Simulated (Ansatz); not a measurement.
Ti$_{12}$H (slab)

Input file:

```
crystal:
  lattice:
    - [5.7729885192, 0.0, 0.0]
    - [-2.8864942596, 4.9995547134, 0.0]
    - [0.0, 0.0, 23.5740310724]
  atoms:
    - { symbol: Ti, position: [0.1666666667, 0.3333333333, 0.3605662508] }
    - { symbol: Ti, position: [0.1666666667, 0.8333333333, 0.3605662508] }
    - { symbol: Ti, position: [0.6666666667, 0.3333333333, 0.3605662508] }
    - { symbol: Ti, position: [0.6666666667, 0.8333333333, 0.3605662508] }
    - { symbol: Ti, position: [0.3333333333, 0.1666666667, 0.4549562415] }
    - { symbol: Ti, position: [0.3333333333, 0.6666666667, 0.4549562415] }
    - { symbol: Ti, position: [0.8333333333, 0.1666666667, 0.4549562415] }
    - { symbol: Ti, position: [0.8333333333, 0.6666666667, 0.4549562415] }
    - { symbol: Ti, position: [0.1666666667, 0.3333333333, 0.5493835588] }
    - { symbol: Ti, position: [0.1666666667, 0.8333333333, 0.5493835588] }
    - { symbol: Ti, position: [0.6666666667, 0.3333333333, 0.5493835588] }
    - { symbol: Ti, position: [0.6666666667, 0.8333333333, 0.5493835588] }
    - { symbol: H, position: [0.1666666667, 0.3333333333, 0.6308291119] }
basis:
  ecutwfc: 420
kpoints:
  mp_grid: { grid: [6, 6, 1] }
hamiltonian:
  xc: pbe
  dispersion: d3bj
scf:
  occupations: { method: gaussian, width: 0.1 }
output:
  forces: true
  eigenvalues: true
  write_density: true
  write_potential: true
  elf: true
  volumetric_format: npy
relax:
  adjacent_minimum: "off"
  f_tol: 0.03
  max_steps: 70
  constraints: [{ sites: [0, 1, 2, 3] }]
efield:
  axis: 3
  dipole_correction: true
```

Launched as:

```sh
ansatz run input.yaml --threads 2 --pin off --max-ram 5120MiB --backend cpu --events-out ev --progress --plain --runs-dir out
```

The fields are those of the relaxed geometry.

Computed without spin polarisation.

Theory: DFT PBE+D3(BJ), scalar-relativistic, plane waves, PAW in Ansatz 0.2.0.

### Predict the valence pseudo-density and electron localisation function between the atoms.

Ti–H (1.81 Å): the density is about 0.72 e/Å³ at the midpoint; the ELF climbs to about 1 towards the hydrogen.
Ti–Ti (2.89 Å): the density is about 0.2 e/Å³ at the midpoint; the ELF is about 0.25 at the midpoint (no localised pair shows between them).

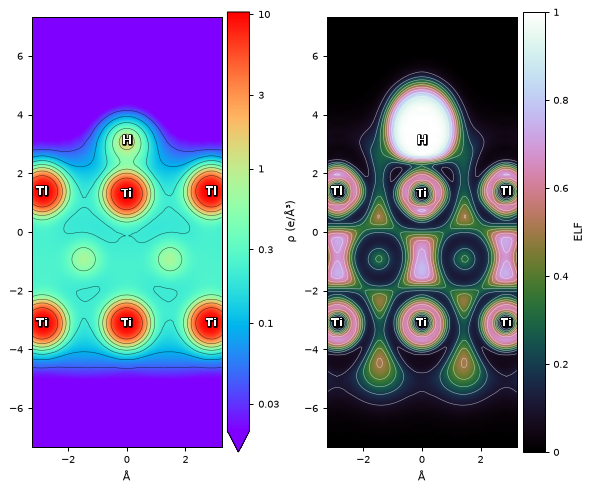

Computed valence pseudo-density and electron localisation function on the (010) plane of the calculation cell, a cut from vacuum to vacuum, in this order. Atoms just off the plane (Ti, 0.9 Å away) can leave unmarked features too.
